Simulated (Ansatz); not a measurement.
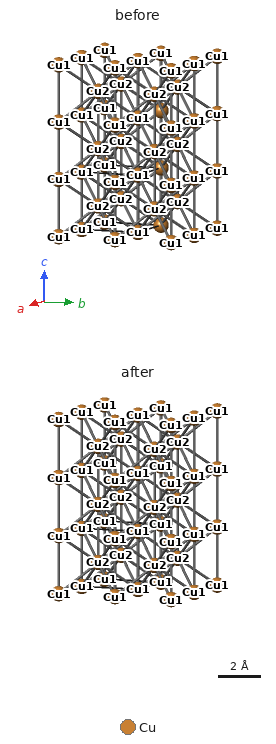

The structure of crystalline Cu (set up in I4/mmm) before (top) and after (bottom) a relaxation, at one scale.

The picture is a ball-and-stick view of the cell of the calculation, repeated 2 × 2 × 3 with one cell outlined, seen slightly off an axis.

Case: biaxial strain in the a-b plane of -1.0 %; c and atoms relaxed.

Method: Ansatz, DFT PBE, scalar-relativistic, plane waves, PAW.

Input
```yaml
crystal:
  lattice:
    - [2.9215512269, 0.0, 0.0]
    - [0.0, 2.9215512269, 0.0]
    - [0.0, 0.0, 2.7756654569]
  atoms:
    - { symbol: Cu, position: [0.0, 0.0, 0.0] }
    - { symbol: Cu, position: [0.5, 0.5, 0.5] }
basis:
  ecutwfc: 420
kpoints:
  mp_grid: { grid: [14, 14, 16] }
hamiltonian:
  xc: pbe
scf:
  occupations: { method: gaussian, width: 0.1 }
output:
  forces: true
  stress: true
  eigenvalues: true
relax:
  adjacent_minimum: "off"
  f_tol: 0.008
  max_steps: 40
  cell: { stress_tol: 0.05, fix: [a, b, gamma] }
```

Describe what moved and what it gained.

The atoms keep their places relative to the cell (all moves are under 0.005 Å). The volume changes by +1.4 %, with a = b unchanged at 2.922 Å, c 2.776 → 2.814 Å (+1.4 %). Among the contacts that change: Cu1–Cu1 2.776 → 2.814 Å, Cu1–Cu2 2.489 → 2.499 Å. The space group stays I4/mmm (No. 139). Over 2 accepted moves (3 points after the start) the energy falls by 1.1 meV per atom. All forces vanish by symmetry, so only the cell relaxes. Pressure: 1.95 GPa at the start and −0.03 GPa at the end. At 1 point the geometry stayed and the basis and grid were re-selected for the new cell (energy shift of 0.1 meV per atom at most each time). The run took about 28 core-seconds on a shared host.
